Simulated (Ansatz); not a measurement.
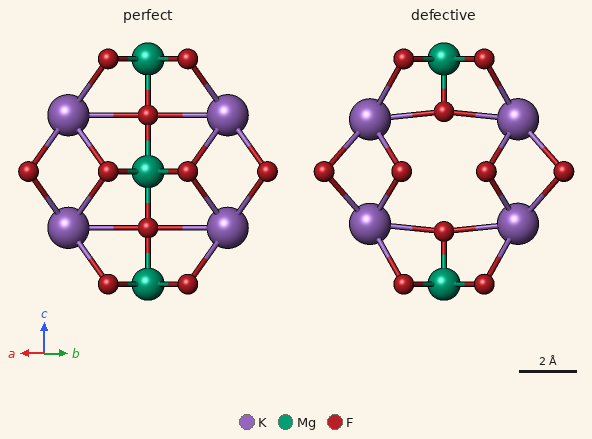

Left: perfect KMgF3. Right: the same region with one point defect, after relaxing the atoms in a supercell of 40 sites. The picture is a ball-and-stick view of the atoms within 4.6 Å of one point, in a slice 4.2 Å thick across the line of sight, seen along [110].

These are results of DFT, PBEsol, PAW, plane waves (Ansatz), not measurements. (plane-wave cutoff 420 eV; k-point mesh 1 × 1 × 1; mesh shifted by (0.25, 0.25, 0.25); no spin polarisation) Fermi-Dirac smearing of 0.01 eV. A uniform background neutralises the charged cell. The axes drawn are those of the host's conventional cell.

Question: Which defect is it?

Answer: A magnesium atom is taken out (a vacancy).

The charge state of the cell is −2.

Question: What does the relaxation do around it?

Answer: Around the empty Mg site the host had 6 F at 2.00 Å; after relaxation the nearest atoms are 6 F at 2.12 to 2.13 Å. Of the host's atoms, a potassium atom moves furthest from its site, by 0.25 Å.

Limits of the set-up: the periodic images lie only 8.0 Å apart, so the values are limited by the cell's size; the cell is charged, on a uniform background, and energies carry no finite-size correction.
